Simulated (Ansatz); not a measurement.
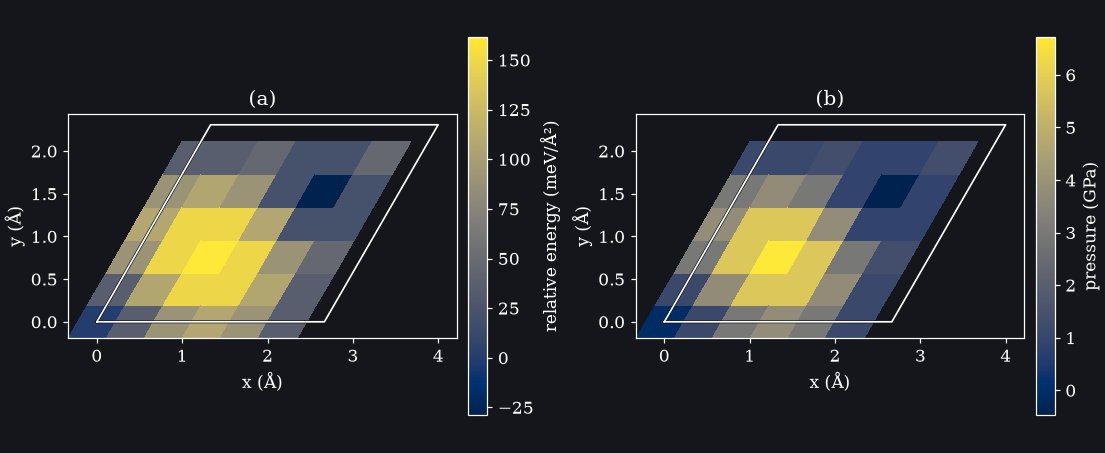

Ru (Fm-3m, No. 225; 6 atoms in the cell). Gamma surface: rigid slide across a plane, one fault a cell; the plane is (1 1 1) of the conventional cell. Places are given modulo a cell vector. The map is drawn in real space over the plane of the slide. Nothing is relaxed (rigid halves, spacing across the cut fixed). The grid has 6 × 6 points; 10 points were computed and 26 follow by symmetry. Energies are in meV/Å², from the perfect crystal. All numbers below come from DFT PBEsol, scalar-relativistic, plane waves, PAW in Ansatz 0.2.0. Settings: cutoff 420 eV, k-mesh 19×19×4 in the order of the run's cell vectors, gaussian smearing 0.15 eV, no spin polarisation.

Panel (a) is the energy; panel (b) is the computed pressure, in GPa.

Drawn: one coloured cell a grid point, the outline of one cell of the plane.

Question: How does the pressure vary over the map, and what is it at the lowest grid point?

Answer: It runs from −0.5 GPa at (4/6, 4/6) of the cell vectors to 6.7 GPa at (2/6, 2/6) of the cell vectors. At the lowest grid point, (4/6, 4/6) of the cell vectors, it is −0.5 GPa.
